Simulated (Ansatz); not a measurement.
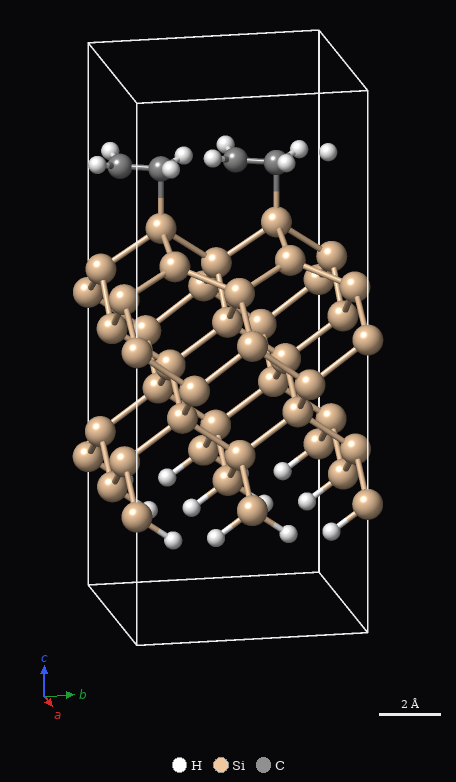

*The starting structure (ball-and-stick view of the 1 × 2 repeat of the cell, with the vacuum cut short, seen slightly off an axis).*

## Run report: CH$_{4}$Si$_{7}$, geometry relaxation (part 1 of 4)

- system: CH$_{4}$Si$_{7}$ (slab, 24 atoms in the cell)
- method: DFT PBE, scalar-relativistic, plane waves, PAW, no spin polarisation (Ansatz 0.2.0)

The structure derives from an entry of the Crystallography Open Database. The input holds or restrains some coordinates.

**The program's output**
```
Engine: ansatz 0.2.0, aarch64-unknown-linux-gnu
Pseudopotentials: kind: paw
Pseudopotential: H, paw, valence charge 1, recommended cutoff 420 eV (normal), H.paw.azcp
Pseudopotential: Si, paw, valence charge 4, recommended cutoff 420 eV (normal), Si.paw.azcp
Pseudopotential: C, paw, valence charge 4, recommended cutoff 420 eV (normal), C.paw.azcp
Functional definition: PBE
  parameter kappa = 0.804
  parameter beta = 0.06672455060314922
  exchange = pbe_x(kappa = kappa, mu = beta*pi^2/3)
  correlation = pbe_c(beta = beta)
Crystal: 24 atoms, lattice volume = 850.097 Å³
Basis set: ecut = 420 eV, 16699 PW (Γ), exchange–correlation on 108×54×384 points (8 copies of the dense FFT grid, shifted against one another)
Bands: 60, of which v1, the nominal top of the filled ones, is band 36 counted from 1 (35 counted from 0)
Symmetry: 1 space group operations
Space group: P1 (ITA 1), of the structure as read, at distance tolerance 9.5e-5 Å
k-points: 15 of 28 (time reversal used)
Non-local potential: H, projectors of the file, l = 0: 2, l = 1: 1
Non-local potential: Si, projectors of the file, l = 0: 2, l = 1: 2, l = 2: 2
Non-local potential: C, projectors of the file, l = 0: 2, l = 1: 2, l = 2: 1
PAW form: soft (Blöchl's): semilocal exchange-correlation on the pseudo side does not see the compensation charge
PAW one-centre angular grid: H, 110 points (default); XC on 64 Gauss nodes
PAW one-centre angular grid: Si, 110 points (default); XC on 64 Gauss nodes
PAW one-centre angular grid: C, 110 points (default); XC on 64 Gauss nodes
Initial density: superposition of atomic densities (neutral atoms: chi_scale 0, normalization atom), corrected by the library's trained network
Initial wavefunctions: pseudopotential atomic-orbital guess
Functional: x = pbe(κ = 0.804, μ = 0.2195149727645171), c = pbe(β = 0.06672455060314922)
SCF iter   1: F=—  HF=-9524.413067 eV  |F-HF|=—  |Δ(HF+E_count)|=         —  Δρ=3.09e-3  dr2=2.44e-1  ethr=1.77e-3  p=-0.026 e·Å  D=-5.46e-3 V/Å  ΔV_dip=0.16 eV  dr2_dipole=9.57e-2  V_vac-E_F(+/−)=3.90/3.74 eV  ⟨swp⟩=8.3  Hψ=5291  notcnv=0  defer=94
efield: sawtooth ramp at fractional position 0.9501 (placed from the atoms, in the widest stretch of the axis that holds none; the zero of the levels goes with the place), width 0.1000; the density the first Hamiltonian is built on has a dipole p = -0.026 e·Å; the dipole correction subtracts the counter field D = -5.46e-3 V/Å, which shifts the + side's vacuum level by +0.16 eV against the − side's; the planar-averaged density in the ramp window peaks in size at 1.9e-5 e/Å³
preconditioner: auto → Resta (q_TF=auto, 1.808 Å⁻¹)  ε∞=2.5  [insulator: Δε(μ)=0.269 eV  Ē_g=8.764 eV  σ=0.050 eV  W_gap=1.00  n_scr=74 (ndim 8)  ℏωp=10.7 eV  f_vac=0.536  D(μ)=0.00/eV (n_scr^D=0)  ε∞_Penn≈2.5  vacuum switching on, ρ_ref=5.6e-3 e/Å³]
SCF iter   2: F=—  HF=-9524.422929 eV  |F-HF|=—  |Δ(HF+E_count)|=   9.86e-3  Δρ=2.66e-3  dr2=5.26e-1  ethr=3.39e-4  p=0.205 e·Å  D=4.37e-2 V/Å  ΔV_dip=-1.24 eV  dr2_dipole=2.23e-1  V_vac-E_F(+/−)=3.28/4.52 eV  ⟨swp⟩=3.9  Hψ=1680  notcnv=0  defer=279
preconditioner: auto → LDOS  [insulator: Δε(μ)=0.069 eV  Ē_g=8.673 eV  σ=0.050 eV  W_gap=0.67  n_scr=74 (ndim 8)  ℏωp=10.7 eV  f_vac=0.537  D(μ)=2.02/eV (n_scr^D=4)  ε∞_Penn≈2.5  β→1.0]
SCF iter   3: F=—  HF=-9524.373545 eV  |F-HF|=—  |Δ(HF+E_count)|=   4.94e-2  Δρ=8.94e-4  dr2=1.48e-2  ethr=3.39e-4  p=0.126 e·Å  D=2.69e-2 V/Å  ΔV_dip=-0.76 eV  dr2_dipole=2.52e-4  V_vac-E_F(+/−)=3.36/4.13 eV  ⟨swp⟩=3.0  Hψ=859  notcnv=0  defer=279
SCF iter   4: F=—  HF=-9524.377313 eV  |F-HF|=—  |Δ(HF+E_count)|=   3.77e-3  Δρ=6.06e-4  dr2=2.86e-2  ethr=2.06e-5  p=0.112 e·Å  D=2.39e-2 V/Å  ΔV_dip=-0.68 eV  dr2_dipole=1.95e-3  V_vac-E_F(+/−)=3.25/3.92 eV  ⟨swp⟩=2.7  Hψ=1586  notcnv=0  defer=267
SCF iter   5: F=—  HF=-9524.373396 eV  |F-HF|=—  |Δ(HF+E_count)|=   3.92e-3  Δρ=2.24e-4  dr2=3.34e-3  ethr=2.06e-5  p=0.148 e·Å  D=3.15e-2 V/Å  ΔV_dip=-0.89 eV  dr2_dipole=9.05e-4  V_vac-E_F(+/−)=3.21/4.11 eV  ⟨swp⟩=2.0  Hψ=1012  notcnv=0  defer=267
SCF iter   6: F=—  HF=-9524.372996 eV  |F-HF|=—  |Δ(HF+E_count)|=   4.00e-4  Δρ=8.65e-5  dr2=9.24e-5  ethr=4.64e-6  p=0.141 e·Å  D=3.00e-2 V/Å  ΔV_dip=-0.85 eV  dr2_dipole=1.53e-7  V_vac-E_F(+/−)=3.20/4.05 eV  ⟨swp⟩=1.4  Hψ=970  notcnv=0  defer=267
SCF iter   7: F=—  HF=-9524.373025 eV  |F-HF|=—  |Δ(HF+E_count)|=   2.86e-5  Δρ=3.48e-5  dr2=2.74e-5  ethr=3.12e-8  p=0.142 e·Å  D=3.01e-2 V/Å  ΔV_dip=-0.86 eV  dr2_dipole=3.41e-8  V_vac-E_F(+/−)=3.19/4.05 eV  ⟨swp⟩=29.3  Hψ=12009  notcnv=0
SCF iter   8: F=-9524.373029 eV  HF=-9524.373027 eV  |F-HF|=2.38e-6  |Δ(HF+E_count)|=   1.98e-6  Δρ=1.50e-5  dr2=2.54e-6  ethr=3.12e-8  p=0.142 e·Å  D=3.02e-2 V/Å  ΔV_dip=-0.86 eV  dr2_dipole=1.62e-7  V_vac-E_F(+/−)=3.19/4.05 eV  ⟨swp⟩=19.0  Hψ=8835  notcnv=0
SCF 1 converged in 8 iterations: F = -9524.373029 eV  dr2 = 2.54e-6
  Residual-converged pass: ⟨swp⟩=1.0  Hψ=960  notcnv=0  max |occ|·‖R‖ = 7.0e-9 eV (tolerance 1.0e-8 eV)  dr2=2.54e-6  dr2_onsite=2.95e-8  max |Δocc| = 2.2e-16
  greatest PAW one-centre occupation: 0.679 electrons in one spin orbital (limit 2), on the C atom at site 18 (counted from 0), in its partial waves of l = 0
relax step   1: F+E_penalty+E_count = -9524.37302896 eV  Δ(F+E_penalty+E_count) = +0.000e0 eV  max|allowed force component| = 2.891e0 eV/Å  Δτ_max = 0.0000 Å  (8 SCF iters, dr2 threshold 2.25e-5 eV, accepted)
Initial density: handed on by an earlier stage of this run
Initial wavefunctions: those handed on with the density
iter 1 solved again at ethr=2.67e-4 eV; its pass at ethr=3.10e-3 eV (dr2=1.92e-1 eV) is discarded
SCF iter   1: F=—  HF=-9525.058108 eV  |F-HF|=—  |Δ(HF+E_count)|=         —  Δρ=6.60e-3  dr2=1.97e-1  ethr=2.67e-4  p=0.142 e·Å  D=3.02e-2 V/Å  ΔV_dip=-0.86 eV  dr2_dipole=3.20e-4  V_vac-E_F(+/−)=3.20/4.06 eV  ⟨swp⟩=2.1  Hψ=3676  notcnv=0  defer=261
efield: sawtooth ramp at fractional position 0.9501 (handed on by an earlier solve), width 0.1000; the density the first Hamiltonian is built on has a dipole p = 0.142 e·Å; the dipole correction subtracts the counter field D = 3.02e-2 V/Å, which shifts the + side's vacuum level by -0.86 eV against the − side's; the planar-averaged density in the ramp window peaks in size at 3.4e-6 e/Å³
preconditioner: auto → Resta (q_TF=auto, 1.808 Å⁻¹)  ε∞=2.5  [insulator: Δε(μ)=0.357 eV  Ē_g=8.664 eV  σ=0.050 eV  W_gap=1.00  n_scr=74 (ndim 8)  ℏωp=10.7 eV  f_vac=0.538  D(μ)=0.00/eV (n_scr^D=0)  ε∞_Penn≈2.5  vacuum switching on, ρ_ref=5.4e-3 e/Å³]
SCF iter   2: F=—  HF=-9525.027453 eV  |F-HF|=—  |Δ(HF+E_count)|=   3.07e-2  Δρ=3.22e-3  dr2=4.85e-2  ethr=2.67e-4  p=0.133 e·Å  D=2.82e-2 V/Å  ΔV_dip=-0.80 eV  dr2_dipole=3.86e-3  V_vac-E_F(+/−)=3.18/3.98 eV  ⟨swp⟩=2.0  Hψ=1209  notcnv=0  defer=261
SCF iter   3: F=—  HF=-9525.045866 eV  |F-HF|=—  |Δ(HF+E_count)|=   1.84e-2  Δρ=1.38e-3  dr2=2.23e-1  ethr=6.73e-5  p=0.204 e·Å  D=4.34e-2 V/Å  ΔV_dip=-1.23 eV  dr2_dipole=9.92e-2  V_vac-E_F(+/−)=3.08/4.32 eV  ⟨swp⟩=2.3  Hψ=1557  notcnv=0  defer=263
SCF iter   4: F=—  HF=-9525.025402 eV  |F-HF|=—  |Δ(HF+E_count)|=   2.05e-2  Δρ=5.48e-4  dr2=1.43e-2  ethr=6.73e-5  p=0.122 e·Å  D=2.60e-2 V/Å  ΔV_dip=-0.74 eV  dr2_dipole=5.14e-3  V_vac-E_F(+/−)=3.24/3.97 eV  ⟨swp⟩=1.9  Hψ=1055  notcnv=0  defer=263
SCF iter   5: F=—  HF=-9525.024115 eV  |F-HF|=—  |Δ(HF+E_count)|=   1.29e-3  Δρ=1.65e-4  dr2=5.63e-4  ethr=1.99e-5  p=0.135 e·Å  D=2.88e-2 V/Å  ΔV_dip=-0.82 eV  dr2_dipole=1.15e-5  V_vac-E_F(+/−)=3.21/4.03 eV  ⟨swp⟩=2.4  Hψ=955  notcnv=0  defer=263
SCF iter   6: F=—  HF=-9525.024060 eV  |F-HF|=—  |Δ(HF+E_count)|=   5.44e-5  Δρ=6.78e-5  dr2=1.22e-4  ethr=7.82e-7  p=0.136 e·Å  D=2.90e-2 V/Å  ΔV_dip=-0.82 eV  dr2_dipole=1.55e-8  V_vac-E_F(+/−)=3.21/4.04 eV  ⟨swp⟩=2.1  Hψ=1218  notcnv=0  defer=261
SCF iter   7: F=-9525.024054 eV  HF=-9525.024054 eV  |F-HF|=3.07e-7  |Δ(HF+E_count)|=   6.65e-6  Δρ=2.73e-5  dr2=8.30e-6  ethr=1.39e-7  p=0.136 e·Å  D=2.89e-2 V/Å  ΔV_dip=-0.82 eV  dr2_dipole=3.36e-7  V_vac-E_F(+/−)=3.21/4.03 eV  ⟨swp⟩=24.1  Hψ=9731  notcnv=0
SCF 2 converged in 7 iterations: F = -9525.024054 eV  dr2 = 8.30e-6
  greatest PAW one-centre occupation: 0.680 electrons in one spin orbital (limit 2), on the C atom at site 19 (counted from 0), in its partial waves of l = 0
relax step   2: F+E_penalty+E_count = -9525.02405393 eV  Δ(F+E_penalty+E_count) = -6.510e-1 eV  max|allowed force component| = 1.066e0 eV/Å  Δτ_max = 0.1949 Å  (7 SCF iters, dr2 threshold 1.00e-4 eV, accepted)
[... from here on the SCF iterations and repeated set-up lines of each step are left out, up to the last step ...]
SCF 3 converged in 7 iterations: F = -9525.396733 eV  dr2 = 1.69e-5
relax step   3: F+E_penalty+E_count = -9525.39673303 eV  Δ(F+E_penalty+E_count) = -3.727e-1 eV  max|allowed force component| = 8.031e-1 eV/Å  Δτ_max = 0.1948 Å  (7 SCF iters, dr2 threshold 7.10e-5 eV, accepted)
SCF 4 converged in 6 iterations: F = -9525.637519 eV  dr2 = 3.75e-5
relax step   4: F+E_penalty+E_count = -9525.63751949 eV  Δ(F+E_penalty+E_count) = -2.408e-1 eV  max|allowed force component| = 7.651e-1 eV/Å  Δτ_max = 0.1984 Å  (6 SCF iters, dr2 threshold 8.77e-5 eV, accepted)
SCF 5 converged in 7 iterations: F = -9525.792599 eV  dr2 = 4.54e-5
relax step   5: F+E_penalty+E_count = -9525.79259886 eV  Δ(F+E_penalty+E_count) = -1.551e-1 eV  max|allowed force component| = 5.353e-1 eV/Å  Δτ_max = 0.1937 Å  (7 SCF iters, dr2 threshold 1.00e-4 eV, accepted)
SCF 6 converged in 8 iterations: F = -9525.868919 eV  dr2 = 3.22e-5
relax step   6: F+E_penalty+E_count = -9525.86891880 eV  Δ(F+E_penalty+E_count) = -7.632e-2 eV  max|allowed force component| = 3.266e-1 eV/Å  Δτ_max = 0.1946 Å  (8 SCF iters, dr2 threshold 1.00e-4 eV, accepted)
SCF 7 converged in 8 iterations: F = -9525.901759 eV  dr2 = 1.46e-5
relax step   7: F+E_penalty+E_count = -9525.90175894 eV  Δ(F+E_penalty+E_count) = -3.284e-2 eV  max|allowed force component| = 1.939e-1 eV/Å  Δτ_max = 0.2000 Å  (8 SCF iters, dr2 threshold 3.97e-5 eV, accepted)
SCF 8 converged in 9 iterations: F = -9525.916016 eV  dr2 = 6.35e-6
relax step   8: F+E_penalty+E_count = -9525.91601554 eV  Δ(F+E_penalty+E_count) = -1.426e-2 eV  max|allowed force component| = 1.299e-1 eV/Å  Δτ_max = 0.1880 Å  (9 SCF iters, dr2 threshold 1.33e-5 eV, accepted)
SCF 9 converged in 10 iterations: F = -9525.930890 eV  dr2 = 1.07e-6
relax step   9: F+E_penalty+E_count = -9525.93089020 eV  Δ(F+E_penalty+E_count) = -1.487e-2 eV  max|allowed force component| = 1.533e-1 eV/Å  Δτ_max = 0.0829 Å  (10 SCF iters, dr2 threshold 5.95e-6 eV, accepted)
SCF 10 converged in 9 iterations: F = -9525.975010 eV  dr2 = 8.50e-6
relax step  10: F+E_penalty+E_count = -9525.97501006 eV  Δ(F+E_penalty+E_count) = -4.412e-2 eV  max|allowed force component| = 2.414e-1 eV/Å  Δτ_max = 0.1928 Å  (9 SCF iters, dr2 threshold 1.05e-5 eV, accepted)
SCF 11 converged in 8 iterations: F = -9526.055455 eV  dr2 = 1.37e-5
relax step  11: F+E_penalty+E_count = -9526.05545543 eV  Δ(F+E_penalty+E_count) = -8.045e-2 eV  max|allowed force component| = 6.212e-1 eV/Å  Δτ_max = 0.1961 Å  (8 SCF iters, dr2 threshold 5.83e-5 eV, accepted)
SCF 12 converged in 5 iterations: F = -9526.186521 eV  dr2 = 5.17e-5
relax step  12: F+E_penalty+E_count = -9526.18652123 eV  Δ(F+E_penalty+E_count) = -1.311e-1 eV  max|allowed force component| = 1.111e0 eV/Å  Δτ_max = 0.1949 Å  (5 SCF iters, dr2 threshold 1.00e-4 eV, accepted)
SCF 13 converged in 6 iterations: F = -9526.337348 eV  dr2 = 2.93e-5
relax step  13: F+E_penalty+E_count = -9526.33734826 eV  Δ(F+E_penalty+E_count) = -1.508e-1 eV  max|allowed force component| = 1.332e0 eV/Å  Δτ_max = 0.1929 Å  (6 SCF iters, dr2 threshold 1.00e-4 eV, accepted)
SCF 14 converged in 7 iterations: F = -9526.480272 eV  dr2 = 4.49e-5
relax step  14: F+E_penalty+E_count = -9526.48027166 eV  Δ(F+E_penalty+E_count) = -1.429e-1 eV  max|allowed force component| = 9.448e-1 eV/Å  Δτ_max = 0.1946 Å  (7 SCF iters, dr2 threshold 1.00e-4 eV, accepted)
SCF 15 converged in 6 iterations: F = -9526.579348 eV  dr2 = 8.70e-5
relax step  15: F+E_penalty+E_count = -9526.57934762 eV  Δ(F+E_penalty+E_count) = -9.908e-2 eV  max|allowed force component| = 3.828e-1 eV/Å  Δτ_max = 0.1858 Å  (6 SCF iters, dr2 threshold 1.00e-4 eV, accepted)
SCF 16 converged in 8 iterations: F = -9526.609495 eV  dr2 = 1.47e-5
relax step  16: F+E_penalty+E_count = -9526.60949478 eV  Δ(F+E_penalty+E_count) = -3.015e-2 eV  max|allowed force component| = 2.561e-1 eV/Å  Δτ_max = 0.2000 Å  (8 SCF iters, dr2 threshold 2.40e-5 eV, accepted)
SCF 17 converged in 7 iterations: F = -9526.622131 eV  dr2 = 6.10e-6
relax step  17: F+E_penalty+E_count = -9526.62213078 eV  Δ(F+E_penalty+E_count) = -1.264e-2 eV  max|allowed force component| = 5.809e-2 eV/Å  Δτ_max = 0.0911 Å  (7 SCF iters, dr2 threshold 1.08e-5 eV, accepted)
SCF 18 converged in 10 iterations: F = -9526.623766 eV  dr2 = 6.36e-8
relax step  18: F+E_penalty+E_count = -9526.62376561 eV  Δ(F+E_penalty+E_count) = -1.635e-3 eV  max|allowed force component| = 4.424e-2 eV/Å  Δτ_max = 0.0569 Å  (10 SCF iters, accepted)
SCF 19 converged in 9 iterations: F = -9526.624658 eV  dr2 = 7.28e-8
relax step  19: F+E_penalty+E_count = -9526.62465784 eV  Δ(F+E_penalty+E_count) = -8.922e-4 eV  max|allowed force component| = 4.485e-2 eV/Å  Δτ_max = 0.0466 Å  (9 SCF iters, accepted)
SCF 20 converged in 6 iterations: F = -9526.624916 eV  dr2 = 1.04e-6
relax step  20: F+E_penalty+E_count = -9526.62491573 eV  Δ(F+E_penalty+E_count) = -2.579e-4 eV  max|allowed force component| = 3.128e-2 eV/Å  Δτ_max = 0.0289 Å  (6 SCF iters, dr2 threshold 1.17e-6 eV, accepted)
SCF iter   1: F=—  HF=-9526.625609 eV  |F-HF|=—  |Δ(HF+E_count)|=         —  Δρ=8.31e-4  dr2=2.81e-3  ethr=4.11e-5  p=0.088 e·Å  D=1.88e-2 V/Å  ΔV_dip=-0.53 eV  dr2_dipole=2.31e-7  V_vac-E_F(+/−)=3.70/4.23 eV  ⟨swp⟩=2.0  Hψ=1804  notcnv=0  defer=249
efield: sawtooth ramp at fractional position 0.9501 (handed on by an earlier solve), width 0.1000; the density the first Hamiltonian is built on has a dipole p = 0.088 e·Å; the dipole correction subtracts the counter field D = 1.88e-2 V/Å, which shifts the + side's vacuum level by -0.53 eV against the − side's; the planar-averaged density in the ramp window peaks in size at 2.3e-6 e/Å³
preconditioner: auto → LDOS  [metal: Δε(μ)=0.027 eV  Ē_g=8.912 eV  σ=0.050 eV  W_gap=0.28  n_scr=74 (ndim 8)  ℏωp=10.8 eV  f_vac=0.539  D(μ)=5.53/eV (n_scr^D=22)  β→1.0]
SCF iter   2: F=—  HF=-9526.625085 eV  |F-HF|=—  |Δ(HF+E_count)|=   5.24e-4  Δρ=1.76e-4  dr2=3.49e-4  ethr=3.90e-6  p=0.089 e·Å  D=1.90e-2 V/Å  ΔV_dip=-0.54 eV  dr2_dipole=3.86e-6  V_vac-E_F(+/−)=3.70/4.23 eV  ⟨swp⟩=2.0  Hψ=1547  notcnv=0  defer=249
SCF iter   3: F=—  HF=-9526.625004 eV  |F-HF|=—  |Δ(HF+E_count)|=   8.15e-5  Δρ=4.86e-5  dr2=3.77e-5  ethr=4.85e-7  p=0.088 e·Å  D=1.88e-2 V/Å  ΔV_dip=-0.53 eV  dr2_dipole=1.24e-9  V_vac-E_F(+/−)=3.70/4.23 eV  ⟨swp⟩=2.0  Hψ=1181  notcnv=0  defer=249
SCF iter   4: F=—  HF=-9526.625001 eV  |F-HF|=—  |Δ(HF+E_count)|=   2.20e-6  Δρ=1.88e-5  dr2=9.49e-6  ethr=5.24e-8  p=0.089 e·Å  D=1.89e-2 V/Å  ΔV_dip=-0.54 eV  dr2_dipole=9.38e-7  V_vac-E_F(+/−)=3.70/4.24 eV  ⟨swp⟩=2.0  Hψ=1190  notcnv=0  defer=249
SCF iter   5: F=—  HF=-9526.625002 eV  |F-HF|=—  |Δ(HF+E_count)|=   3.19e-7  Δρ=1.19e-5  dr2=5.13e-6  ethr=1.32e-8  p=0.088 e·Å  D=1.88e-2 V/Å  ΔV_dip=-0.53 eV  dr2_dipole=1.02e-7  V_vac-E_F(+/−)=3.70/4.23 eV  ⟨swp⟩=2.1  Hψ=983  notcnv=0  defer=249
SCF iter   6: F=—  HF=-9526.625002 eV  |F-HF|=—  |Δ(HF+E_count)|=   9.96e-8  Δρ=7.40e-6  dr2=1.28e-6  ethr=7.13e-9  p=0.088 e·Å  D=1.88e-2 V/Å  ΔV_dip=-0.53 eV  dr2_dipole=3.42e-9  V_vac-E_F(+/−)=3.70/4.23 eV  ⟨swp⟩=2.1  Hψ=830  notcnv=0  defer=249
SCF iter   7: F=—  HF=-9526.625002 eV  |F-HF|=—  |Δ(HF+E_count)|=   1.82e-7  Δρ=3.45e-6  dr2=3.51e-7  ethr=1.78e-9  p=0.088 e·Å  D=1.88e-2 V/Å  ΔV_dip=-0.53 eV  dr2_dipole=8.17e-9  V_vac-E_F(+/−)=3.70/4.23 eV  ⟨swp⟩=2.4  Hψ=1060  notcnv=0  defer=249
SCF iter   8: F=—  HF=-9526.625002 eV  |F-HF|=—  |Δ(HF+E_count)|=   4.16e-8  Δρ=1.74e-6  dr2=1.14e-7  ethr=1.39e-10  p=0.088 e·Å  D=1.88e-2 V/Å  ΔV_dip=-0.53 eV  dr2_dipole=1.13e-8  V_vac-E_F(+/−)=3.70/4.23 eV  ⟨swp⟩=18.3  Hψ=7383  notcnv=0
SCF iter   9: F=-9526.625002 eV  HF=-9526.625002 eV  |F-HF|=8.63e-9  |Δ(HF+E_count)|=   2.72e-8  Δρ=8.29e-7  dr2=3.02e-8  ethr=1.39e-10  p=0.088 e·Å  D=1.88e-2 V/Å  ΔV_dip=-0.53 eV  dr2_dipole=3.54e-9  V_vac-E_F(+/−)=3.70/4.23 eV  ⟨swp⟩=12.0  Hψ=5514  notcnv=0
SCF 21 converged in 9 iterations: F = -9526.625002 eV  dr2 = 3.02e-8
relax step  21: F+E_penalty+E_count = -9526.62500182 eV  Δ(F+E_penalty+E_count) = -8.609e-5 eV  max|allowed force component| = 7.285e-3 eV/Å  Δτ_max = 0.0182 Å  (9 SCF iters, accepted)
```

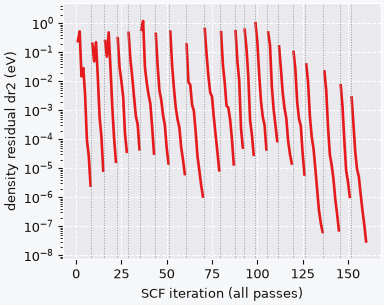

*Convergence of the self-consistent field: density residual dr2 against the SCF iteration. The dotted lines part the SCF passes of the relaxation: geometry steps, rejected trials and re-solves on a re-selected basis.*

The 21 passes take 5 to 10 iterations each, 160 in all.
